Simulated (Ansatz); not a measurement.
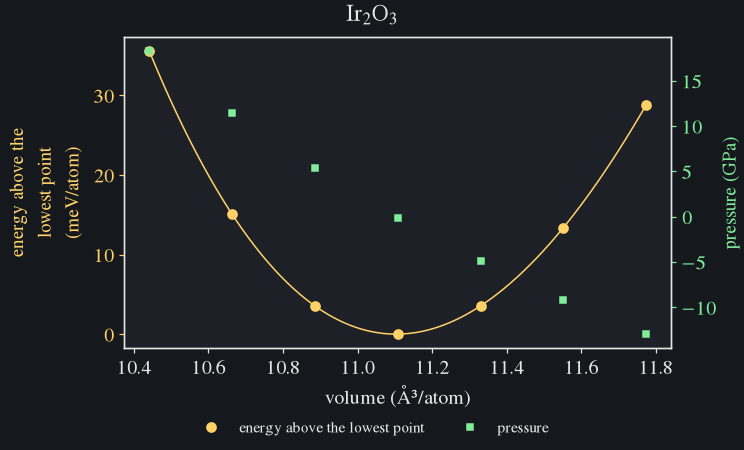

Computed with Ansatz 0.2.0 development build: equation of state of a cubic crystal from periodic Kohn-Sham density functional theory without spin, third-order Birch-Murnaghan fit to the free energies; pressure corrected for the finite basis. Level: PBE.

structure type cubic X2O3; atoms in cell 10; space group number 224; lattice centring simple cubic; k mesh 12×12×12; occupation method Fermi–Dirac; occupation width 0.06123 eV; wave cutoff 930 eV; datasets hand-made PAW; density tolerance 1e−09 eV; bands 93; density cutoff ratio 5; search for lower states default.

**Figure.** Energy above the lowest point and pressure against volume for Ir₂O₃, space group Pn-3m (No. 224) (one of a set of cubic test structures, which need not be the stable phase).

A third-order Birch–Murnaghan fit gives V0 = 11.10 Å³/atom, B0 = 256 GPa and B′ = 4.9. The energy above the lowest point is 35.6 meV/atom at volume 10.44 Å³/atom and 28.8 meV/atom at 11.77 Å³/atom; the lowest computed point is at volume 11.11 Å³/atom (0.0 meV/atom), in a single well. The pressure falls from 18.3 GPa at volume 10.44 Å³/atom to −13.0 GPa at 11.77 Å³/atom, and changes sign near 11.10 Å³/atom.

Limits of the calculation: cubic model structure, not the ambient form; modest k-mesh, values are not fully converged in k.

One of the inputs:
```
crystal:
  lattice:
    - [4.807042959929, 0.0, 0.0]
    - [0.0, 4.807042959929, 0.0]
    - [0.0, 0.0, 4.807042959929]
  atoms:
    - { symbol: Ir, position: [0.25, 0.25, 0.25] }
    - { symbol: Ir, position: [0.75, 0.75, 0.25] }
    - { symbol: Ir, position: [0.75, 0.25, 0.75] }
    - { symbol: Ir, position: [0.25, 0.75, 0.75] }
    - { symbol: O, position: [0.5, 0, 0] }
    - { symbol: O, position: [0, 0.5, 0] }
    - { symbol: O, position: [0, 0, 0.5] }
    - { symbol: O, position: [0.5, 0.5, 0] }
    - { symbol: O, position: [0.5, 0, 0.5] }
    - { symbol: O, position: [0, 0.5, 0.5] }
kpoints:
  mp_grid: { grid: [12, 12, 12] }
hamiltonian:
  xc: pbe
  pseudopotentials: { kind: paw, source: ansatz }
scf:
  occupations: { method: fermi_dirac, width: 0.061225619053 }
  convergence: { dr2_threshold: "1e-9 eV" }
  max_iter: 300
output:
  forces: true
  stress: true
```

Run as:
```bash
ansatz run input.yaml --threads 1
```
